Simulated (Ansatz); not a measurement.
**From Cu to Li**

System: Cu (1 atom in the cell).
Method of run 1: DFT PBEsol, scalar-relativistic, plane waves, PAW, no spin polarisation (Ansatz 0.2.0).
System of run 2: Li (1 atom in the cell).

On run 1: The structure derives from a Materials Project entry. On run 2: The structure was made by swapping elements on the sites of another compound; it need not be a known phase. It belongs to a series of runs on one base structure; here: Cu -> Li on all its sites, cell and atoms relaxed. Text and figures count atoms from 1; the logs count them from 0 in places.

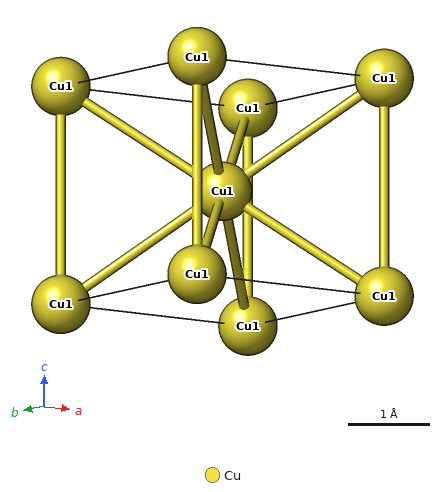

Figure 1. The structure as given in the input (ball-and-stick view of the cell 2 times as large as that of the calculation, set on its symmetry axes, seen at an oblique angle; atoms are numbered from 1 in the order of the input). An atom can appear more than once, as a periodic image.

**Input file, run 1**
```yaml
crystal:
  lattice:
    - [-1.44279332, 1.44279332, 1.37608145]
    - [1.44279332, -1.44279332, 1.37608145]
    - [1.44279332, 1.44279332, -1.37608145]
  atoms:
    - { symbol: Cu, position: [0.0, 0.0, 0.0] }
basis:
  ecutwfc: 420
kpoints:
  mp_grid: { grid: [8, 8, 8] }
hamiltonian:
  xc: pbesol
scf:
  occupations: { method: gaussian, width: 0.1 }
output:
  forces: true
  stress: true
  eigenvalues: true
```

Command:
```bash
ansatz run input.yaml --threads 1 --pin off --max-ram 2560MiB --backend cpu --events-out ev --progress --plain --runs-dir out
```

Hardware: 1 thread of Intel Xeon (Granite Rapids), 192 GiB of memory available, shared host.

**Output, shortened to warnings, some set-up lines, iterations and results (run 1)**
```
Basis set: ecut = 420 eV, 225 PW (Γ), exchange–correlation on 36×36×36 points (8 copies of the dense FFT grid, shifted against one another)
Symmetry: 16 space group operations
k-points: 59 of 512
Initial density: superposition of atomic densities (neutral atoms: chi_scale 0, normalization atom), corrected by the library's trained network
[...]
SCF iter   1: F=—  HF=-6588.705146 eV  |F-HF|=—  |Δ(HF+E_count)|=         —  Δρ=2.29e-2  dr2=3.16e-2  ethr=1.77e-3  ⟨swp⟩=5.4  Hψ=4119  notcnv=0
SCF iter   2: F=—  HF=-6588.697981 eV  |F-HF|=—  |Δ(HF+E_count)|=   7.17e-3  Δρ=1.12e-3  dr2=3.07e-5  ethr=1.66e-4  ⟨swp⟩=2.8  Hψ=1763  notcnv=0  defer=21
SCF iter   3: F=—  HF=-6588.697987 eV  |F-HF|=—  |Δ(HF+E_count)|=   6.17e-6  Δρ=1.15e-3  dr2=6.40e-5  ethr=1.62e-7  ⟨swp⟩=2.1  Hψ=1380  notcnv=0  defer=21
SCF iter   4: F=—  HF=-6588.698015 eV  |F-HF|=—  |Δ(HF+E_count)|=   2.77e-5  Δρ=1.52e-4  dr2=1.12e-6  ethr=1.62e-7  ⟨swp⟩=1.0  Hψ=804  notcnv=0  defer=21
SCF iter   5: F=-6588.698015 eV  HF=-6588.698015 eV  |F-HF|=2.17e-9  |Δ(HF+E_count)|=   1.81e-7  Δρ=1.02e-5  dr2=5.32e-9  ethr=5.89e-9  ⟨swp⟩=1.0  Hψ=805  notcnv=0  defer=21
SCF iter   6: F=-6588.698015 eV  HF=-6588.698015 eV  |F-HF|=1.82e-12  |Δ(HF+E_count)|=   3.90e-9  Δρ=4.04e-7  dr2=7.44e-12  ethr=2.80e-11  ⟨swp⟩=3.1  Hψ=2848  notcnv=0
SCF 1 converged in 6 iterations: F = -6588.698015 eV  dr2 = 7.44e-12
SCF converged after 6 iterations
Free energy (F): -6588.698015 eV
Harris-Foulkes:  -6588.698015 eV  (|F-HF|=1.82e-12)
Internal energy: -6588.692721 eV  (E = F + TS)
E sigma→0 (E₀):  -6588.695368 eV
Entropy (-TS):   -0.005294 eV (-5.294 meV/atom)
Fermi energy:    17.327257 eV
--- Per-component energies (eV) ---
  E_band       = -350.427409
  E_kinetic    = 300.426798
  E_local      = -3993.213576  (includes V_loc(G=0)·N_el)
  E_nonlocal   = 391.308559
  E_hartree    = 1757.773661
  E_xc         = -89.257588
  E_vxc        = -115.697832  (∫ρ·V_xc dr)
  E_paw        = -1626.002381  (= ΣΔE_a)
  E_vpaw       = -448.799147  (= ΣTr[D̂ρ^β])
  E_aug_tail   = 0.000255  (compensation charges beyond the density's cutoff)
  E_ewald      = -3329.934651
  E_core_change = 0.206202  (= ΣΔE_core)
  E_smearing   = -0.005294  (= −TS)
  E_closure    = 0.000000  (closes the sum)
  Σ components = -6588.698015   (vs F -6588.698015, Δ=0.00e0)
--- Forces (eV/Å), atoms counted from 1 ---
  atom   1  Cu     0.00000000     0.00000000    -0.00000000
  max |Σ_I F_I| component: 1.60e-31 eV/Å
--- Stress (GPa, compression-positive) ---
       -1.386785       0.000000       0.000000
        0.000000      -1.386785       0.000000
        0.000000       0.000000      -0.918538
  P = ⅓ Tr σ = -1.2307 GPa (-12.307 kbar)
```

For run 2 the input was changed thus:
```diff
-    - [-1.44279332, 1.44279332, 1.37608145]
-    - [1.44279332, -1.44279332, 1.37608145]
-    - [1.44279332, 1.44279332, -1.37608145]
+    - [-1.4155618124, 1.4155618124, 1.3322159546]
+    - [1.4155618124, -1.4155618124, 1.3322159546]
+    - [1.4155618124, 1.4155618124, -1.3322159546]
-    - { symbol: Cu, position: [0.0, 0.0, 0.0] }
+    - { symbol: Li, position: [0.0, 0.0, 0.0] }
-  mp_grid: { grid: [8, 8, 8] }
+  mp_grid: { grid: [10, 10, 10] }
```

How does run 2 compare with run 1?

The total energies belong to different systems, so their difference says nothing on which is more stable or more accurate. The pressure goes from −1.23 to 25.43 GPa. The volume per atom goes from 11.46 to 10.68 Å³. The number of SCF iterations is the same. The irreducible k-points go from 59 to 102. The plane waves at Γ go from 225 to 201.

**Output, shortened to warnings, some set-up lines, iterations and results (run 2)**
```
Basis set: ecut = 420 eV, 201 PW (Γ), exchange–correlation on 36×36×36 points (8 copies of the dense FFT grid, shifted against one another)
Symmetry: 16 space group operations
k-points: 102 of 1000
Initial density: superposition of atomic densities (neutral atoms: chi_scale 0, normalization atom), corrected by the library's trained network
[...]
SCF iter   1: F=—  HF=-202.522536 eV  |F-HF|=—  |Δ(HF+E_count)|=         —  Δρ=2.21e-3  dr2=1.43e-4  ethr=1.77e-3  ⟨swp⟩=4.3  Hψ=4678  notcnv=0
SCF iter   2: F=—  HF=-202.522060 eV  |F-HF|=—  |Δ(HF+E_count)|=   4.76e-4  Δρ=9.08e-4  dr2=2.43e-5  ethr=4.77e-6  ⟨swp⟩=2.2  Hψ=1555  notcnv=0
SCF iter   3: F=—  HF=-202.521984 eV  |F-HF|=—  |Δ(HF+E_count)|=   7.59e-5  Δρ=5.78e-5  dr2=2.31e-7  ethr=8.09e-7  ⟨swp⟩=2.0  Hψ=726  notcnv=0
SCF iter   4: F=-202.521983 eV  HF=-202.521983 eV  |F-HF|=2.10e-10  |Δ(HF+E_count)|=   8.79e-7  Δρ=5.31e-6  dr2=9.28e-10  ethr=7.71e-9  ⟨swp⟩=1.9  Hψ=703  notcnv=0
SCF iter   5: F=-202.521983 eV  HF=-202.521983 eV  |F-HF|=5.68e-14  |Δ(HF+E_count)|=  6.21e-11  Δρ=1.54e-7  dr2=5.53e-13  ethr=3.09e-11  ⟨swp⟩=2.0  Hψ=726  notcnv=0
SCF iter   6: F=-202.521983 eV  HF=-202.521983 eV  |F-HF|=0.00e0  |Δ(HF+E_count)|=  5.68e-14  Δρ=2.75e-9  dr2=1.66e-16  ethr=1.00e-12  ⟨swp⟩=1.8  Hψ=1899  notcnv=0
SCF 1 converged in 6 iterations: F = -202.521983 eV  dr2 = 1.66e-16
SCF converged after 6 iterations
Free energy (F): -202.521983 eV
Harris-Foulkes:  -202.521983 eV  (|F-HF|=0.00e0)
Internal energy: -202.519899 eV  (E = F + TS)
E sigma→0 (E₀):  -202.520941 eV
Entropy (-TS):   -0.002085 eV (-2.085 meV/atom)
Fermi energy:    3.779559 eV
--- Per-component energies (eV) ---
  E_band       = -80.294128
  E_kinetic    = 24.163318
  E_local      = -110.628522  (includes V_loc(G=0)·N_el)
  E_nonlocal   = -32.767961
  E_hartree    = 32.445976
  E_xc         = -11.078513
  E_vxc        = -14.393241  (∫ρ·V_xc dr)
  E_paw        = -19.665539  (= ΣΔE_a)
  E_vpaw       = -11.559677  (= ΣTr[D̂ρ^β])
  E_aug_tail   = 0.000002  (compensation charges beyond the density's cutoff)
  E_ewald      = -84.988660
  E_smearing   = -0.002085  (= −TS)
  E_closure    = 0.000000  (closes the sum)
  Σ components = -202.521983   (vs F -202.521983, Δ=0.00e0)
--- Forces (eV/Å), atoms counted from 1 ---
  atom   1  Li     0.00000000     0.00000000    -0.00000000
  max |Σ_I F_I| component: 2.47e-32 eV/Å
--- Stress (GPa, compression-positive) ---
       25.879242       0.000000       0.000000
        0.000000      25.879242       0.000000
       -0.000000      -0.000000      24.545895
  P = ⅓ Tr σ = 25.4348 GPa (254.348 kbar)
```

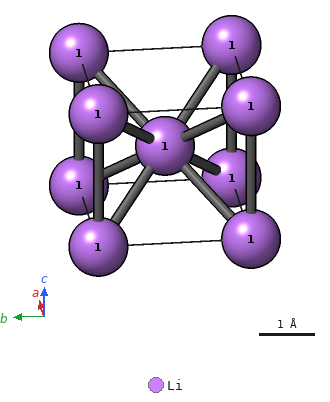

Figure 2. The input structure of run 2 (ball-and-stick view of the cell 2 times as large as that of the calculation, set on its symmetry axes, seen at an oblique angle; atoms are numbered from 1 in the order of the input). An atom can appear more than once, as a periodic image.

**The two runs side by side**

| quantity | run 1 | run 2 |
| --- | --- | --- |
| outcome | converged | converged |
| free energy per atom (eV) | −6588.6980 | −202.5220 |
| energy per atom, smearing taken to zero (eV) | −6588.6954 | −202.5209 |
| gap on the mesh (eV) | 0.00 | 0.00 |
| pressure (GPa) | −1.23 | 25.43 |
| volume per atom (Å³) | 11.46 | 10.68 |
| largest force (eV/Å) | 0.000 | 0.000 |
| SCF iterations | 6 | 6 |
| irreducible k-points | 59 | 102 |
| plane waves at Γ | 225 | 201 |

For run 2: The cell is under a pressure of 25 GPa at this level, so it is not at its equilibrium volume.
